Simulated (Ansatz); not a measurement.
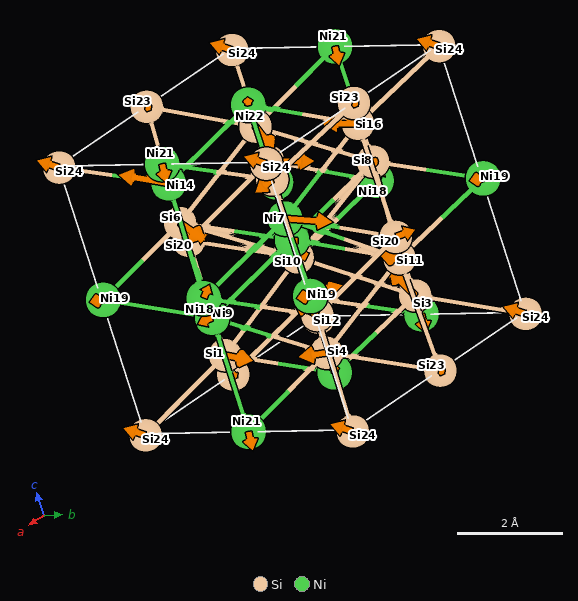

A relaxation of a crystal of Si2Ni (a generated structure, set up in P1) (coarse preliminary run). The starting structure is drawn; orange arrows show the displacements (the part carried along by the change of the cell is left out), 2 times their true length.

Style: ball-and-stick. Shown: the cell of the calculation, reduced to other axes, slightly off an axis. Lengths and directions refer to the drawn axes.

Case: Ni and Si exchanged on 3 pairs of sites drawn at random in a supercell of the crystal.

Method: Ansatz 0.2.0, DFT PBEsol, scalar-relativistic, plane waves, PAW. Set-up: plane-wave cutoff 420 eV; k-point mesh 2 × 2 × 2; occupations gaussian; smearing width 0.1 eV; mesh shifted by (0.5, 0.5, 0.5); no spin polarisation; cell and atoms relaxed; force threshold 0.04 eV/Å; at most 50 steps.

### Describe the change and its energy.

The atom that moves furthest relative to the cell is a Ni atom (0.52 Å roughly along [1 −2 1]). Largest moves by element: Ni 0.52 Å, Si 0.48 Å. Cell: a 7.625 → 7.434 Å (−2.5 %), b 7.625 → 8.075 Å (+5.9 %), c 7.625 → 7.693 Å (+0.9 %), α 60.0° → 62.5°, β 60.0° → 58.3°, γ 60.0° → 61.8°. Volume +5.9 %. Some distances before and after: Si–Si 2.684 → 3.548 Å, Si–Si 2.701 → 3.389 Å, Si–Si 2.388 → 2.970 Å, Si–Si 2.722 → 3.259 Å. Among the angles between lasting bonds that change: Ni–Si–Ni 108.0° → 134.1°, Ni–Si–Ni 89.5° → 108.0°, Si–Si–Si 110.2° → 91.7°. The space group stays P1 (No. 1). After 12 accepted moves (14 points after the start) the energy has fallen by 190 meV per atom. Largest force component: 2.2 eV/Å at the start, 0.017 eV/Å at the end. The pressure goes from 6.93 to −0.02 GPa. At 2 points the geometry stayed and the basis and grid were re-selected for the new cell (energy shift of 1.3 meV per atom at most each time). The run took 2.4 min on 4 threads of Intel(R) Xeon(R) Platinum 8259CL CPU @ 2.50GHz (Skylake/Cascade Lake), with other jobs on the host, peak memory 1.1 GiB.

Limits of the set-up: the k-point mesh is coarse for a cell with partly filled bands; an element that often carries a moment was run without spin polarisation.
